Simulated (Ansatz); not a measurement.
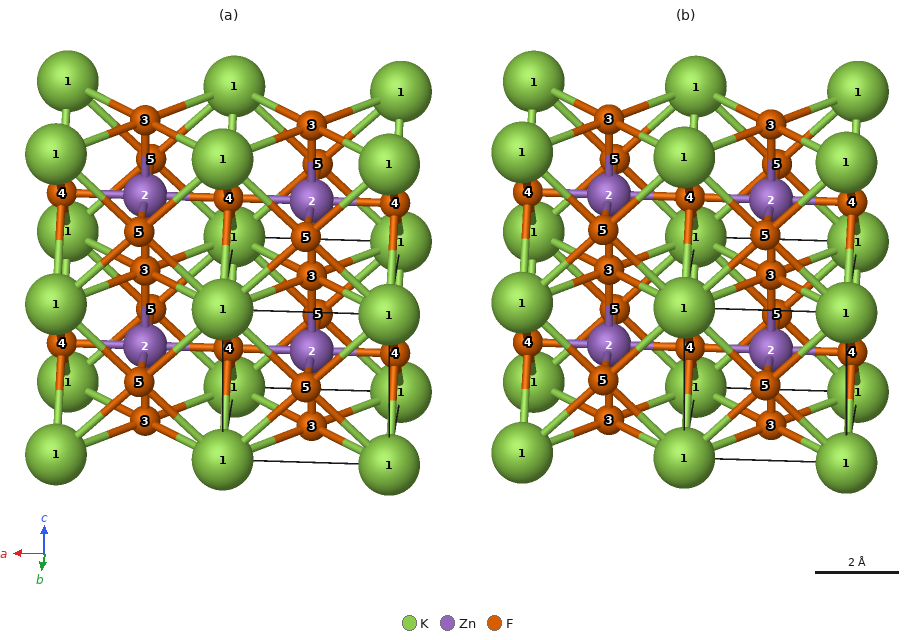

Left: crystalline KZnF3 (built on the measured structure type) at its r2SCAN-relaxed geometry. Right: the same structure after one change, at the same scale. A ball-and-stick model of the cell of the calculation, repeated 2 × 1 × 2 with one cell outlined, seen from a free direction.

Method: Ansatz 0.2.0, DFT, PBE, plane waves, PAW. Set-up: plane-wave cutoff 420 eV; k-point mesh 6 × 6 × 6; occupations fermi dirac; smearing width 0.02 eV; no spin polarisation.

Q: What was changed?

A: The cell is strained by 0.0 % along c and −2.7 % across it (volume −5.3 %). The atoms were relaxed with r2SCAN under that strain, and this is a single point on that geometry.

Q: How do the computed properties respond?

A: It costs 35.0 meV per atom. Pressure: 4.8 GPa before, 10.5 GPa after. The principal stresses (compression positive) are 8.4 GPa along c and 11.6 GPa across it. All forces vanish by symmetry. Among the bonded contacts that change: F–K 2.861 → 2.784 to 2.823 Å, F–Zn 2.023 → 1.969 to 2.023 Å. The space group (tolerance 0.01 Å) goes from Pm-3m (No. 221) to P4/mmm (No. 123).
